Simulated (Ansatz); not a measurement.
Consider MgI2.

Input file:

```
crystal:
  lattice:
    - [4.2106071945, 0.0, 0.0]
    - [-2.1053035973, 3.6464927958, 0.0]
    - [0.0, 0.0, 6.677771215]
  atoms:
    - { symbol: Mg, position: [0.0, 0.0, 0.0] }
    - { symbol: I, position: [0.3333333333, 0.6666666667, 0.75763] }
    - { symbol: I, position: [0.6666666667, 0.3333333333, 0.24237] }
basis:
  ecutwfc: 420
kpoints:
  mp_grid: { grid: [9, 9, 4] }
hamiltonian:
  xc: pbe
  dispersion: d3bj
scf:
  occupations: { method: gaussian, width: 0.05 }
output:
  forces: true
  stress: true
  eigenvalues: true
  write_density: true
  write_potential: true
  elf: true
  volumetric_format: npy
```

Launched as:

```sh
ansatz run input.yaml --threads 1 --pin off --max-ram 1228MiB --backend cpu --events-out ev --progress --plain --runs-dir out
```

Below, planes, directions and counts refer to the conventional cell (a = 4.21 Å, b = 4.21 Å, c = 6.68 Å, α = 90.00°, β = 90.00°, γ = 120.00°).

Space group P-3m1.

These are results of Ansatz, DFT PBE+D3(BJ), scalar-relativistic, plane waves, PAW, not measurements.

Question: What will maps of the valence pseudo-density and electron localisation function show?

Answer: Mg–I (2.92 Å): ρ at the midpoint is about 0.26 e/Å³; the ELF peaks at about 0.85 in the valence shell of I, 1.4 Å from its nucleus, and falls to about 0.05 next to Mg (an ionic contact with no shared pair).

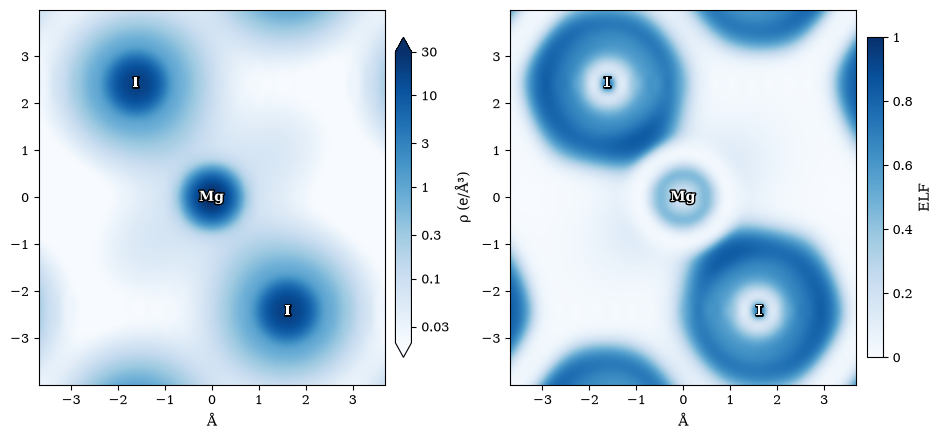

Computed valence pseudo-density and electron localisation function on the (110) plane of the conventional cell, in this order. 

The density is the valence pseudo-density of a PAW calculation; it isn't the true density close to the nuclei.
